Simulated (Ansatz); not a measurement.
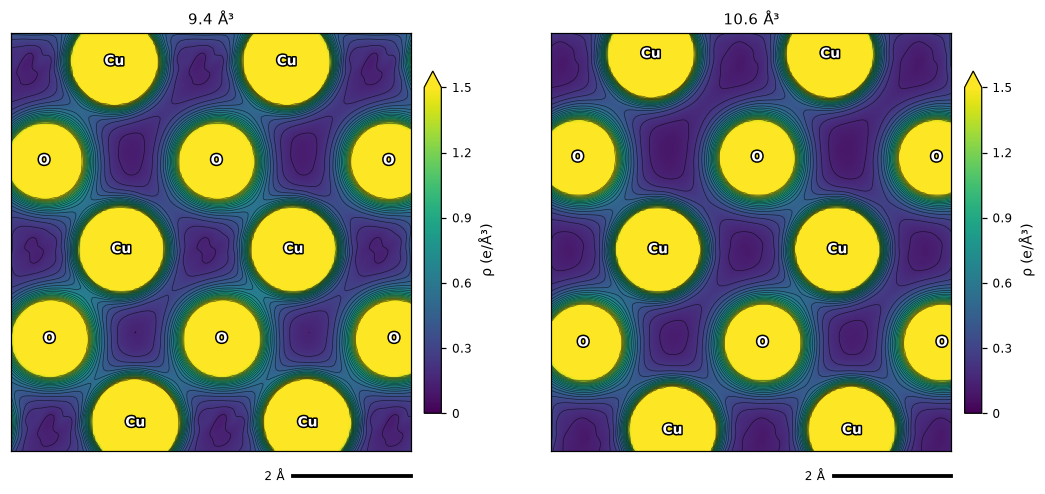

CuO. The valence pseudo-density of cells scaled evenly to different volumes (given per atom above each panel), on the (011̄) plane of each (indices in the axes of the cell below), at one length scale and on one colour scale.

A structure from a database of computed crystals, not necessarily the ambient phase.

Method: Kohn-Sham DFT of a periodic cell, LDA, Ansatz PAW (Ansatz 0.2.0).

The largest cell:

```
Cu O
1.0
     0.19332   -2.21489   -2.08322
    -2.05934    0.10838   -1.99827
     2.42994    2.33067   -4.47553
Cu O
2 2
Direct
  0.45623 0.53069 0.48541
  0.97428 0.98587 0.02436
  0.80166 0.74472 0.73928
  0.26782 0.23873 0.25095
```

| volume (Å³/atom) | Cu–O contact in the plane (Å) | ρ at its midpoint (e/Å³) | pressure (GPa) | 
| --- | --- | --- | --- |
| 9.43 | 1.952 | 0.646 | −9.5 | 
| 9.63 | 1.966 | ? | ? | 
| 10.63 | 2.032 | 0.532 | −24.7 | 

Question: Estimate the missing row, and compare with the calculation.

Answer: Over the known rows ln ρ falls by 2.43 per Å of Cu–O distance (the line through the two), which gives 0.624 e/Å³ at 1.966 Å; the calculation gives 0.626 e/Å³. For the pressure, a straight line in volume between the neighbouring rows gives −12.0 GPa; the calculation gives −12.9, lower because pressure rises ever faster on compression.
